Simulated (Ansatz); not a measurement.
## Geometry relaxation, with input and output: Zn18O17 (part 3 of 3)

Continued. System: Zn18O17 (defect cell, 35 atoms in the cell). Method: DFT PBE, scalar-relativistic, plane waves, PAW, no spin polarisation (Ansatz 0.2.0); cutoff 420 eV, 3×3×3 k-mesh, Gaussian smearing of 0.01 eV. The structure derives from a Materials Project entry. It belongs to a series of runs on one base structure; here: O vacancy (site b), charge +0, atoms relaxed at the host's cell.

**Trajectory as extended XYZ (Å, eV, eV/Å), 5 frames, from step=1 to step=5**
```
35
Lattice="4.9191 -2.8400 5.2932 0.0000 5.6801 5.2932 -4.9191 -2.8400 5.2932" Properties=species:S:1:pos:R:3:forces:R:3 step=1 energy=-69394.31232
Zn   -0.0105   -1.8674    8.0152    0.1014  -0.2010   0.3701
Zn   -1.6397    0.9467    7.9430    0.0036   0.0675  -0.1557
Zn    3.2794   -1.8934    7.9430   -0.0518  -0.0308  -0.0381
Zn   -3.2794   -1.8934    7.9430    0.0146  -0.0656   0.0683
Zn    1.6397    0.9467    7.9430    0.0668   0.0604  -0.2031
Zn    1.6397    0.9467   13.2363   -0.0348   0.0414  -0.0558
Zn    0.0000    3.7867    7.9430    0.0143  -0.0005  -0.0064
Zn    0.0000   -1.8934   13.2363   -0.0679   0.0822  -0.1190
Zn   -1.6397    0.9467   13.2363    0.0188  -0.0352  -0.0385
Zn   -1.6397   -0.9467    5.2964    0.0389   0.0141   0.0160
Zn    1.6392   -0.9094   10.5465   -0.4133  -0.6277   0.2052
Zn    1.6397   -0.9467    5.2964    0.0333   0.0815   0.0176
Zn    0.0159   -3.7802   10.5899   -0.1843   0.4290  -0.1462
Zn    0.0000    1.8934    5.2964    0.1068  -0.0022   0.0303
Zn    0.0000    1.8934   10.5897    0.0236   0.1253   0.1132
Zn    3.2794    1.8934   10.5897    0.0819   0.0527   0.0296
Zn   -1.5598   -0.9038   10.4969    0.1494  -0.9967   0.4205
Zn   -3.2794    1.8934   10.5897   -0.0900  -0.0266   0.0804
O    -1.6397    0.9467    9.9497   -0.0126   0.3435  -0.1238
O    -1.6397    0.9467    4.6565   -0.1249   0.0761   0.0215
O     1.6397    0.9467    4.6565    0.2513   0.1740   0.0284
O     1.6397    0.9467    9.9497    0.0080   0.1827  -0.0492
O    -3.2794   -1.8934    4.6565   -0.0383   0.0314   0.0291
O     0.0000   -1.8934    4.6565   -0.0295  -0.0356  -0.0119
O     0.0000    3.7867    4.6565    0.0067   0.0066   0.0061
O     3.2794   -1.8934    4.6565    0.1583   0.0701   0.0788
O    -1.6397   -0.9467    7.3031    0.0626  -0.0199   0.0197
O    -3.2794    1.8934    7.3031    0.0352   0.0005  -0.2472
O     1.6397   -0.9467    7.3031   -0.1454  -0.0915   0.0996
O     0.0000    1.8934    2.0099    0.0134   0.0044  -0.1436
O     0.0000    1.8934    7.3031   -0.0347  -0.0144   0.0355
O     0.0000   -3.7867    7.3031    0.0109   0.2741   0.0845
O    -1.6397   -0.9467    2.0099   -0.0017   0.0005  -0.0061
O     3.2794    1.8934    7.3031    0.0396   0.0099  -0.3652
O     1.6397   -0.9467    2.0099   -0.0105   0.0198  -0.0442
35
Lattice="4.9191 -2.8400 5.2932 0.0000 5.6801 5.2932 -4.9191 -2.8400 5.2932" Properties=species:S:1:pos:R:3:forces:R:3 step=2 energy=-69394.48139
Zn   -0.0080   -1.8730    8.0939    0.0639  -0.1393   0.1843
Zn   -1.6413    0.9475    7.9383    0.0100   0.0526  -0.0832
Zn    3.2787   -1.8904    7.9402   -0.0042  -0.0350  -0.0378
Zn   -3.2795   -1.8917    7.9435   -0.0087  -0.0450  -0.0032
Zn    1.6444    0.9490    7.9336    0.0152   0.0495  -0.1025
Zn    1.6367    0.9493   13.2339    0.0157   0.0166  -0.0451
Zn    0.0012    3.7888    7.9444    0.0045   0.0003  -0.0015
Zn   -0.0011   -1.8893   13.2190   -0.0226   0.0260   0.0191
Zn   -1.6365    0.9473   13.2340   -0.0208  -0.0122  -0.0462
Zn   -1.6406   -0.9432    5.3078    0.0556  -0.0204   0.0221
Zn    1.5750   -0.9541   10.5303   -0.2419  -0.3959   0.1408
Zn    1.6426   -0.9412    5.3096   -0.0313   0.0035   0.0185
Zn    0.0096   -3.7118   10.5605   -0.1091   0.2708  -0.0966
Zn    0.0037    1.8903    5.2901    0.0413   0.0420   0.0335
Zn    0.0006    1.8948   10.6035    0.0069   0.1034   0.0499
Zn    3.2787    1.8963   10.5817    0.0597  -0.0037   0.0372
Zn   -1.5110   -0.9614   10.4963    0.0516  -0.5983   0.2857
Zn   -3.2753    1.8920   10.5825   -0.0602  -0.0334   0.0558
O    -1.6303    0.9185    9.9547   -0.0144   0.3063  -0.0999
O    -1.6587    0.9531    4.6599   -0.0312   0.0232  -0.0021
O     1.6596    0.9518    4.6599    0.1468   0.0883   0.0157
O     1.6334    0.9285    9.9501    0.0175   0.1865  -0.0435
O    -3.2919   -1.8789    4.6606    0.0236  -0.0135  -0.0025
O     0.0008   -1.8913    4.6622   -0.0174  -0.0217  -0.0391
O     0.0011    3.7866    4.6447    0.0013   0.0068  -0.0142
O     3.2902   -1.8784    4.6596    0.0640   0.0219   0.0309
O    -1.6225   -0.9562    7.3210    0.0149   0.0046   0.0114
O    -3.2804    1.8950    7.2820    0.0090  -0.0004  -0.1406
O     1.6214   -0.9564    7.3227   -0.0668  -0.0323   0.0536
O     0.0003    1.8978    1.9846    0.0069   0.0001  -0.0282
O    -0.0004    1.8947    7.2999   -0.0122  -0.0122   0.0164
O     0.0002   -3.7634    7.3211    0.0042   0.1518   0.0686
O    -1.6398   -0.9453    2.0051   -0.0023   0.0048   0.0027
O     3.2827    1.8957    7.2817    0.0344  -0.0063  -0.2485
O     1.6412   -0.9450    2.0044   -0.0039   0.0104  -0.0114
35
Lattice="4.9191 -2.8400 5.2932 0.0000 5.6801 5.2932 -4.9191 -2.8400 5.2932" Properties=species:S:1:pos:R:3:forces:R:3 step=3 energy=-69394.54794
Zn   -0.0008   -1.8842    8.2243    0.0196  -0.0459  -0.1069
Zn   -1.6415    0.9534    7.9295    0.0127   0.0100  -0.0329
Zn    3.2859   -1.8898    7.9297   -0.0138  -0.0168  -0.0132
Zn   -3.2829   -1.8902    7.9306    0.0089  -0.0202   0.0009
Zn    1.6460    0.9540    7.9276   -0.0036   0.0098  -0.0388
Zn    1.6422    0.9448   13.2229    0.0035   0.0197  -0.0153
Zn    0.0018    3.7895    7.9469    0.0018   0.0006  -0.0018
Zn    0.0014   -1.8898   13.2140   -0.0086   0.0087   0.0127
Zn   -1.6393    0.9445   13.2229   -0.0040   0.0081  -0.0161
Zn   -1.6271   -0.9501    5.3345    0.0167  -0.0047   0.0136
Zn    1.5345   -0.9969   10.5038   -0.0532  -0.0972   0.0752
Zn    1.6308   -0.9494    5.3350   -0.0080   0.0049   0.0119
Zn    0.0045   -3.6624   10.5142   -0.0316   0.0627   0.0044
Zn    0.0029    1.8941    5.2864    0.0161   0.0064   0.0195
Zn    0.0018    1.9091   10.6283    0.0026   0.0347   0.0251
Zn    3.2803    1.8963   10.5789    0.0154   0.0042   0.0232
Zn   -1.5095   -0.9998   10.4924   -0.0184  -0.1480   0.1356
Zn   -3.2762    1.8949   10.5790   -0.0149  -0.0070   0.0308
O    -1.6225    0.9295    9.9505   -0.0132   0.0446  -0.0204
O    -1.6601    0.9458    4.6570   -0.0254   0.0285   0.0020
O     1.6644    0.9457    4.6571    0.0611   0.0492   0.0076
O     1.6268    0.9325    9.9488    0.0166   0.0171  -0.0029
O    -3.2853   -1.8703    4.6572   -0.0199  -0.0016   0.0028
O     0.0019   -1.8901    4.6586   -0.0063  -0.0091   0.0048
O     0.0019    3.7887    4.6326    0.0006   0.0030  -0.0179
O     3.2879   -1.8700    4.6569    0.0453   0.0058   0.0118
O    -1.5965   -0.9683    7.3542   -0.0461   0.0334  -0.0128
O    -3.2863    1.8915    7.2439    0.0195   0.0074  -0.0074
O     1.5992   -0.9684    7.3547    0.0348   0.0224   0.0004
O     0.0018    1.9061    1.9505    0.0017  -0.0172   0.0213
O     0.0016    1.9004    7.2946   -0.0046  -0.0268  -0.0171
O     0.0016   -3.7347    7.3543    0.0016  -0.0188   0.0045
O    -1.6346   -0.9464    2.0010   -0.0193   0.0130  -0.0236
O     3.2906    1.8919    7.2439   -0.0052   0.0043  -0.0534
O     1.6378   -0.9462    2.0007    0.0180   0.0144  -0.0287
35
Lattice="4.9191 -2.8400 5.2932 0.0000 5.6801 5.2932 -4.9191 -2.8400 5.2932" Properties=species:S:1:pos:R:3:forces:R:3 step=4 energy=-69394.55898
Zn    0.0028   -1.8900    8.1629   -0.0041  -0.0001  -0.0077
Zn   -1.6391    0.9516    7.9330   -0.0112   0.0078  -0.0055
Zn    3.2850   -1.8890    7.9323    0.0117   0.0016  -0.0009
Zn   -3.2794   -1.8892    7.9330   -0.0110   0.0045  -0.0071
Zn    1.6449    0.9527    7.9317    0.0072   0.0043  -0.0014
Zn    1.6430    0.9468   13.2247    0.0015  -0.0098   0.0012
Zn    0.0026    3.7901    7.9411   -0.0025   0.0019  -0.0016
Zn    0.0028   -1.8900   13.2337    0.0023  -0.0002  -0.0323
Zn   -1.6385    0.9462   13.2241    0.0022  -0.0060  -0.0014
Zn   -1.6310   -0.9469    5.3229   -0.0051   0.0015  -0.0049
Zn    1.5095   -1.0189   10.5199   -0.0070  -0.0079   0.0105
Zn    1.6344   -0.9474    5.3233    0.0012   0.0011  -0.0042
Zn    0.0004   -3.6324   10.5210    0.0095   0.0136   0.0024
Zn    0.0029    1.8930    5.2900   -0.0051   0.0035  -0.0139
Zn    0.0020    1.9042   10.6161   -0.0018  -0.0018  -0.0017
Zn    3.2785    1.8988   10.5824    0.0033  -0.0029  -0.0101
Zn   -1.5022   -1.0226   10.5195    0.0075   0.0020   0.0013
Zn   -3.2732    1.8985   10.5823   -0.0032   0.0024  -0.0157
O    -1.6245    0.9208    9.9519    0.0026  -0.0057   0.0087
O    -1.6687    0.9531    4.6584    0.0003   0.0050   0.0066
O     1.6729    0.9529    4.6588    0.0058  -0.0010   0.0068
O     1.6291    0.9226    9.9515   -0.0004  -0.0066   0.0029
O    -3.2955   -1.8639    4.6580   -0.0044  -0.0042   0.0069
O     0.0015   -1.8903    4.6549    0.0042   0.0018  -0.0002
O     0.0024    3.7903    4.6437   -0.0006  -0.0017   0.0075
O     3.2985   -1.8648    4.6576    0.0020   0.0008   0.0048
O    -1.6028   -0.9632    7.3399    0.0052  -0.0049   0.0163
O    -3.2849    1.8915    7.2554   -0.0090  -0.0028  -0.0076
O     1.6080   -0.9633    7.3409   -0.0059   0.0008   0.0087
O     0.0028    1.9066    1.9621   -0.0021   0.0050  -0.0018
O     0.0023    1.8971    7.2948    0.0039   0.0000   0.0038
O     0.0025   -3.7434    7.3406   -0.0034   0.0026   0.0099
O    -1.6368   -0.9434    2.0008    0.0014   0.0005   0.0070
O     3.2910    1.8912    7.2540    0.0044  -0.0035   0.0012
O     1.6416   -0.9432    2.0004    0.0006  -0.0019   0.0117
35
Lattice="4.9191 -2.8400 5.2932 0.0000 5.6801 5.2932 -4.9191 -2.8400 5.2932" Properties=species:S:1:pos:R:3:forces:R:3 step=5 energy=-69394.55931
Zn    0.0024   -1.8900    8.1593    0.0001  -0.0002  -0.0001
Zn   -1.6404    0.9533    7.9324   -0.0002   0.0005   0.0001
Zn    3.2862   -1.8891    7.9324    0.0003   0.0001   0.0001
Zn   -3.2813   -1.8891    7.9324   -0.0007   0.0002   0.0001
Zn    1.6453    0.9533    7.9323   -0.0001   0.0001   0.0001
Zn    1.6434    0.9455   13.2255    0.0004  -0.0002   0.0003
Zn    0.0025    3.7900    7.9416   -0.0004   0.0001   0.0009
Zn    0.0024   -1.8902   13.2292    0.0003   0.0002  -0.0015
Zn   -1.6385    0.9455   13.2255   -0.0003  -0.0001   0.0002
Zn   -1.6313   -0.9469    5.3235   -0.0002   0.0001  -0.0007
Zn    1.5064   -1.0217   10.5196   -0.0017  -0.0011  -0.0007
Zn    1.6360   -0.9470    5.3236    0.0003   0.0005  -0.0004
Zn    0.0023   -3.6272   10.5197    0.0001   0.0024  -0.0007
Zn    0.0025    1.8935    5.2881   -0.0002  -0.0006  -0.0012
Zn    0.0024    1.9038   10.6168   -0.0003  -0.0007  -0.0005
Zn    3.2791    1.8981   10.5814   -0.0004   0.0004  -0.0011
Zn   -1.5013   -1.0220   10.5194    0.0013  -0.0007  -0.0003
Zn   -3.2743    1.8980   10.5813    0.0004   0.0005  -0.0011
O    -1.6240    0.9205    9.9526   -0.0011   0.0016   0.0003
O    -1.6694    0.9532    4.6593    0.0023   0.0000   0.0008
O     1.6742    0.9531    4.6593   -0.0017   0.0003   0.0005
O     1.6288    0.9206    9.9526    0.0015   0.0017   0.0003
O    -3.2958   -1.8641    4.6592    0.0012  -0.0019   0.0008
O     0.0024   -1.8901    4.6562    0.0000   0.0001   0.0002
O     0.0024    3.7899    4.6419    0.0001  -0.0001  -0.0020
O     3.3005   -1.8641    4.6593   -0.0007  -0.0020   0.0005
O    -1.6032   -0.9630    7.3422   -0.0007   0.0001   0.0002
O    -3.2860    1.8914    7.2541    0.0002   0.0000   0.0012
O     1.6081   -0.9630    7.3424    0.0006   0.0002  -0.0003
O     0.0025    1.9069    1.9609   -0.0001  -0.0005   0.0011
O     0.0024    1.8972    7.2946    0.0001   0.0000   0.0006
O     0.0024   -3.7441    7.3423    0.0000  -0.0005   0.0001
O    -1.6368   -0.9437    2.0014    0.0000  -0.0001   0.0005
O     3.2909    1.8914    7.2540   -0.0003   0.0000   0.0011
O     1.6417   -0.9437    2.0013   -0.0002  -0.0004   0.0007
```

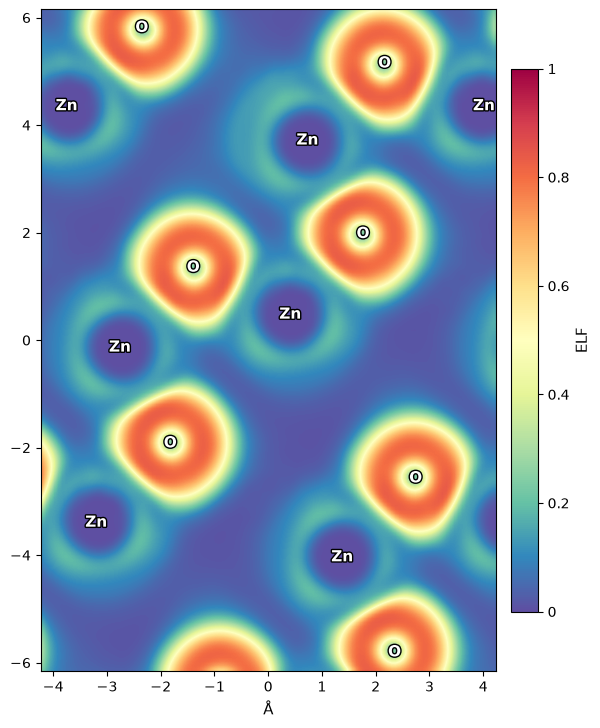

*Electron localisation function on the (101̄) plane of the calculation cell.*

Atoms in the plane: Zn and O. Zn–O (2.02 Å): the ELF is about 0.25 at the midpoint. In a PAW calculation such maps are meaningful between the atoms, not at the nuclei.

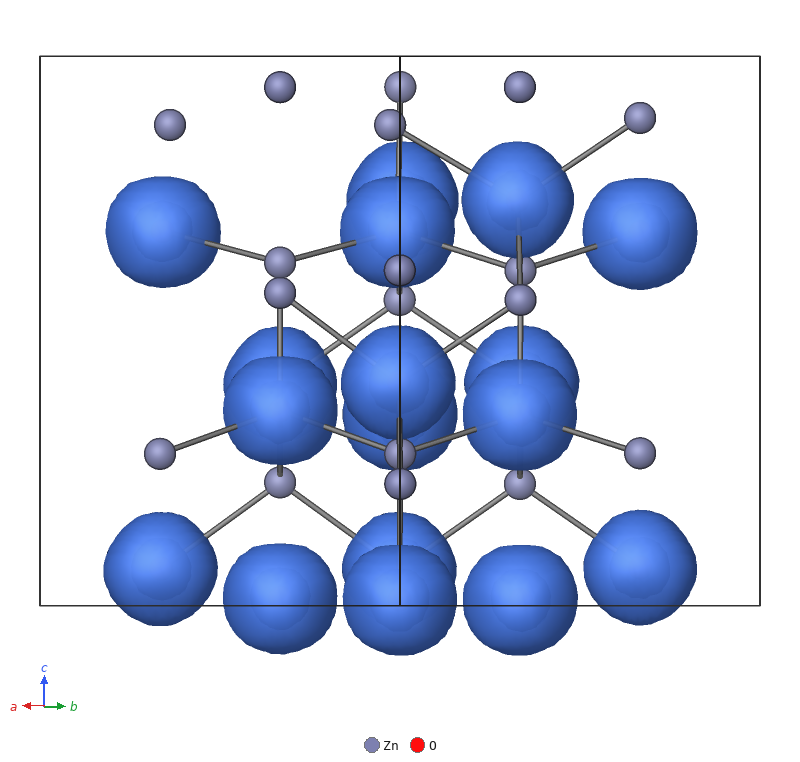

*Isosurface of the ELF at 0.75 (blue), seen along [110]. Only the valence region is drawn (cores and ρ < 0.01 e/Å³ removed). Sticks mark near contacts. The outline is the calculation cell.*

Profiles from the grid: Zn–O (2.00 Å): the ELF is about 0.25 at the midpoint.

**Key numbers**

| quantity | value |
| --- | --- |
| outcome | converged |
| electrons treated | 318 |
| free energy | −69394.5593 eV |
| Fermi energy | 7.635 eV |
| gap on the k-point mesh | 1.61 eV |
| final volume | 443.69 Å³ |
| largest force (length of the vector) at the end | 0.003 eV/Å |
| wall time | 4 min (CPU time 16 min) |
| peak memory | 2.4 GiB |
